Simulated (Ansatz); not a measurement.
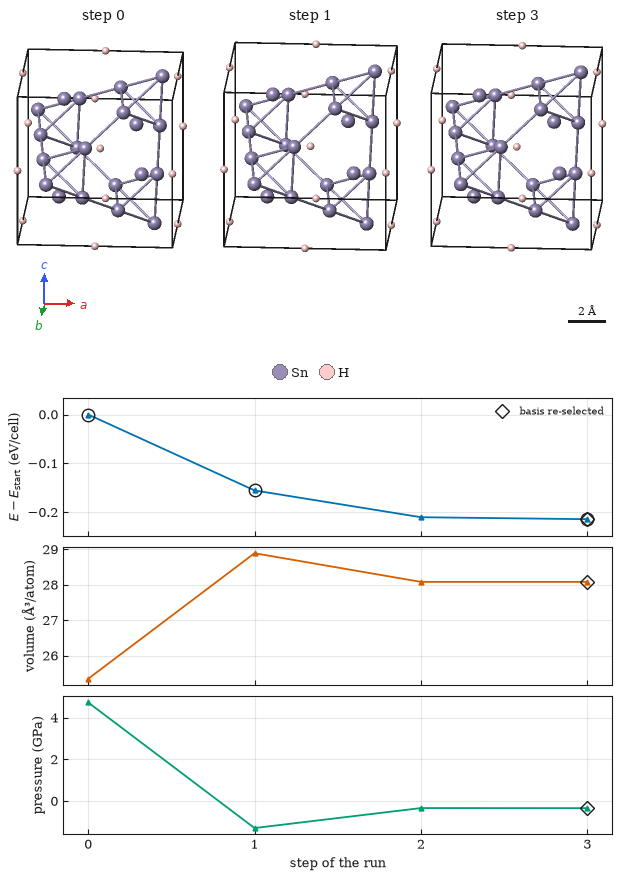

Frames of a relaxation of crystalline Sn5H (a generated structure, set up in F-43m) (coarse preliminary run), marked on the history of the run. A ball-and-stick model of the conventional cell (4 times the calculation's cell), seen from a free direction. Lengths and directions refer to the drawn axes.

Theory: Ansatz, DFT PBE, scalar-relativistic, plane waves, PAW. (plane-wave cutoff 420 eV; k-point mesh 4 × 4 × 4; occupations gaussian; smearing width 0.1 eV; no spin polarisation; cell and atoms relaxed; force threshold 0.04 eV/Å; at most 70 steps)

What happens along the run?

The largest moves relative to the cell, 0.022 Å, are those of Sn atoms. H stays in place. The volume changes by +10.8 %, with a = b = c 8.473 → 8.768 Å (+3.5 %). Some distances before and after: Sn–Sn 2.971 → 3.111 Å, Sn–Sn 3.020 → 3.089 Å. The space group stays F-43m (No. 216). The energy falls by 0.214 eV per cell of the calculation in 2 accepted moves (3 points after the start). Largest force component: 0.26 eV/Å at the start, 0.037 eV/Å at the end. The pressure goes from 4.73 to −0.34 GPa. The SCF was repeated once at an unchanged geometry on a basis and grid sized afresh for the cell, which shifted the energy by 4.0 meV per cell of the calculation at most. The run took 41 s on 1 thread of AMD EPYC (Zen 3) (shared host), peak memory 0.42 GiB. From step 0 to 1: Sn atoms move most (0.05 Å), volume +14.0 %, energy −0.155 eV per cell of the calculation. From step 1 to 3: Sn atoms move most (0.03 Å), volume −2.8 %, energy −58.9 meV per cell of the calculation.

```json
{"step": "0", "E − E(0), meV/atom": "0.00", "largest force component, eV/Å": "0.2645", "pressure, GPa": "4.73", "volume, Å³/atom": "25.344", "note": ""}
{"step": "1", "E − E(0), meV/atom": "-25.90", "largest force component, eV/Å": "0.2591", "pressure, GPa": "-1.30", "volume, Å³/atom": "28.892", "note": ""}
{"step": "2", "E − E(0), meV/atom": "-35.04", "largest force component, eV/Å": "0.0375", "pressure, GPa": "-0.34", "volume, Å³/atom": "28.083", "note": ""}
{"step": "3", "E − E(0), meV/atom": "-35.71", "largest force component, eV/Å": "0.0375", "pressure, GPa": "-0.34", "volume, Å³/atom": "28.083", "note": "same geometry, new basis"}
```
